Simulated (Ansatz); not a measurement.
```xyz
4
Lattice="3.2424 0.0000 0.0000 -1.6212 2.8080 0.0000 0.0000 0.0000 5.2401" Properties=species:S:1:pos:R:3 pbc="T T T"
Zn    0.0000    1.8720    0.0089
Zn    1.6212    0.9360    2.6289
O     0.0000    1.8720    1.9933
O     1.6212    0.9360    4.6134
```

Space group P6₃mc; computed pressure about 5 GPa in this cell.

These are results of Ansatz, DFT PBE, scalar-relativistic, plane waves, PAW, not measurements.

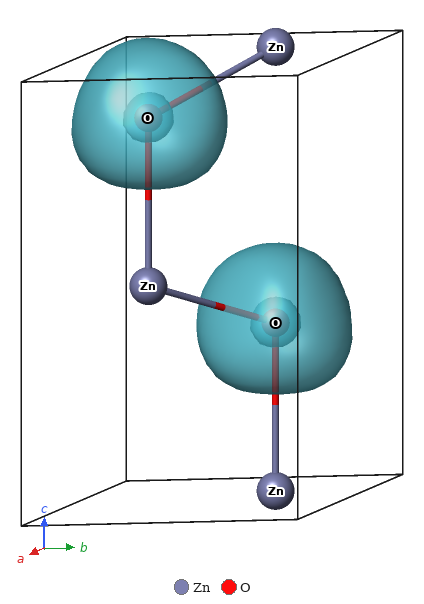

ZnO. Isosurface of the electron localisation function at 0.6 (cyan), seen slightly off an axis. Core shells and regions of very low density are left out. Sticks mark near contacts.

In a PAW calculation such maps are meaningful between the atoms, not at the nuclei.

**Where are the electrons localised?**

The surface consists of two regions wrapped around O (the valence shell of each), counted in one cell of 4 atoms. Any copies at cell faces, edges or corners count once. Along the contacts the grid gives the following. Zn–O (1.98 Å): the ELF peaks at about 0.85 in the valence shell of O, 0.6 Å from its nucleus, and is about 0.25 at the midpoint: no shared electron pair shows on this line.

**Does the calculation make it a metal, or give it a gap?**

It is gapped, with a Kohn–Sham gap of 0.79 eV on the k-point mesh (the band edges may lie off the mesh, which would make the gap smaller).
